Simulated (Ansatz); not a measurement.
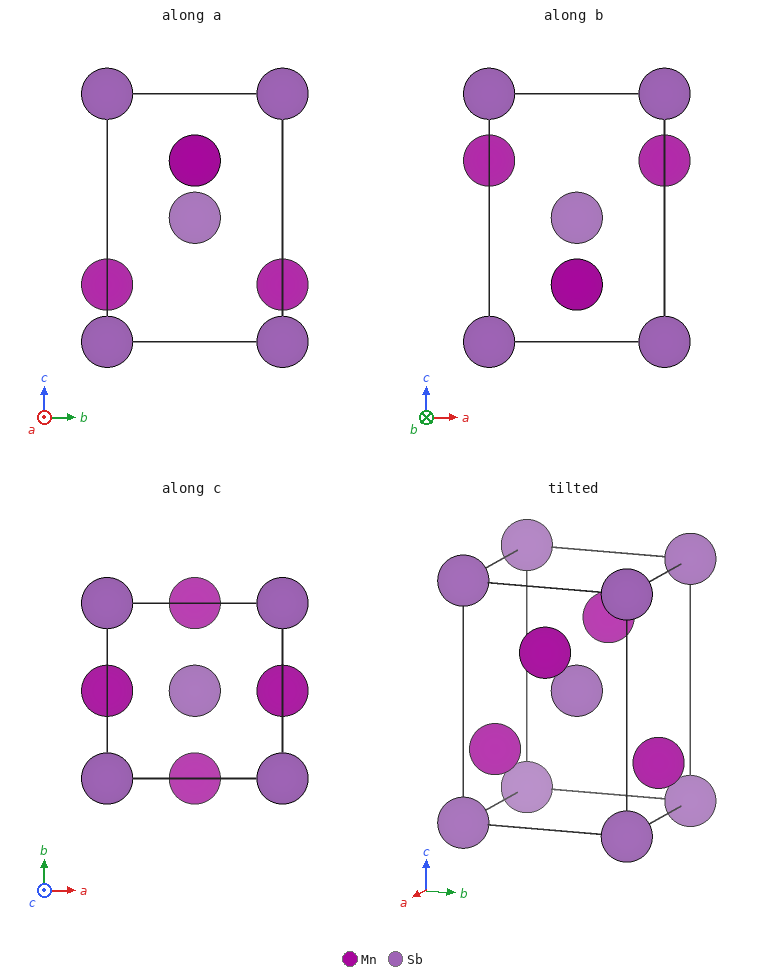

Spheres-only model, viewed along the a axis, along the b axis, along the c axis and slightly off an axis. Lines trace the edges of the conventional unit cell.

Lattice parameters: a = 4.3845 Å, b = 4.3845 Å, c = 6.2006 Å, α = 90.000°, β = 90.000°, γ = 90.000°.

> Transcribe the picture into a CIF with its space group and independent sites, with free fractional coordinates to two decimals.

```cif
data_structure
_symmetry_space_group_name_H-M 'I m m 2'
_symmetry_Int_Tables_number 44
_cell_length_a 4.3845
_cell_length_b 4.3845
_cell_length_c 6.2006
_cell_angle_alpha 90.000
_cell_angle_beta 90.000
_cell_angle_gamma 90.000
_cell_volume 119.20
loop_
_atom_site_label
_atom_site_type_symbol
_atom_site_symmetry_multiplicity
_atom_site_Wyckoff_symbol
_atom_site_fract_x
_atom_site_fract_y
_atom_site_fract_z
_atom_site_occupancy
Mn1 Mn 2 b 0.50 0.00 0.23 1
Sb1 Sb 2 a 0.00 0.00 0.00 1
```

It goes back to a structure type filled with these elements by a generator (whether the compound takes this form wasn't checked). The cell was then strained or its atoms displaced on purpose. It was run through Ansatz as a DFT input.

At this level of theory the run's own cell isn't at rest (forces up to 0.7 eV/Å), so its distances can differ from those at equilibrium, the more so the softer the solid.
